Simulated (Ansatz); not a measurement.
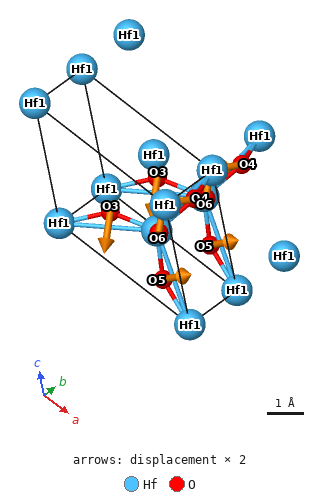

A relaxation of solid HfO2 (built on the SiO2-122 type type). The starting structure is drawn; orange arrows show the displacements (the part carried along by the change of the cell is left out), 2 times their true length.

The picture is a ball-and-stick view of the cell of the calculation, repeated 1 × 2 × 1 with one cell outlined, seen slightly off an axis.

These are results of Ansatz, DFT, PBEsol, plane waves, PAW, not measurements.

The input:
```yaml
crystal:
  lattice:
    - [-2.26135322, 2.26135322, 3.33701843]
    - [2.26135322, -2.26135322, 3.33701843]
    - [2.26135322, 2.26135322, -3.33701843]
  atoms:
    - { symbol: Hf, position: [0.0, 0.0, 0.0] }
    - { symbol: Hf, position: [0.75, 0.25, 0.5] }
    - { symbol: O, position: [0.375, 0.22178613, 0.34678613] }
    - { symbol: O, position: [0.97178613, 0.625, 0.84678613] }
    - { symbol: O, position: [0.77821387, 0.125, 0.15321387] }
    - { symbol: O, position: [0.875, 0.02821387, 0.65321387] }
kpoints:
  mp_grid: { grid: [6, 6, 6] }
hamiltonian:
  xc: pbesol
scf:
  occupations: { method: fermi_dirac, width: 0.03 }
relax:
  f_tol: 0.01
  cell: {}
  max_steps: 120
```

Run as
```bash
ansatz run input.yaml --threads 2 --pin off --max-ram 2211MiB --backend cpu --events-out ev --progress --plain --runs-dir out
```

Which element moves most?

Answer. Oxygen: up to 0.61 Å, against 0.00 Å for hafnium.

What did the optimiser do to the structure, and how much energy did it gain?

Answer. The largest moves relative to the cell, 0.61 Å, are those of O3, O4, O5 and O6. O3 goes along [0 −1 −1]. Hf stays in place. Cell: a = b = c 4.622 → 6.332 Å (+37.0 %), α 121.4° → 120.1°, β 121.4° → 120.1°, γ 87.6° → 89.9°. Volume +162.7 %. Near-neighbour distances that change, for instance: Hf1–Hf2 2.810 → 3.876 Å, Hf1–O3 1.472 → 1.938 Å. Bonds break: Hf1–Hf2 (2.81 → 3.88 Å). Among the angles between lasting bonds that change: Hf1–O3–Hf2 145.4° → 180.0°. The space group (tolerance 0.01 Å) goes from I-42d (No. 122) to I4_1/amd (No. 141). After 25 accepted moves (31 points after the start) the energy has fallen by 9169 meV per atom. The largest force component goes from 24 to under 0.0001 eV/Å. Pressure: 383.16 GPa at the start and 0.01 GPa at the end. The line search rejected the trial step at point 23 of the run. The SCF was repeated 5 times at an unchanged geometry on a basis and grid sized afresh for the cell, which shifted the energy by 153 meV per atom at most.
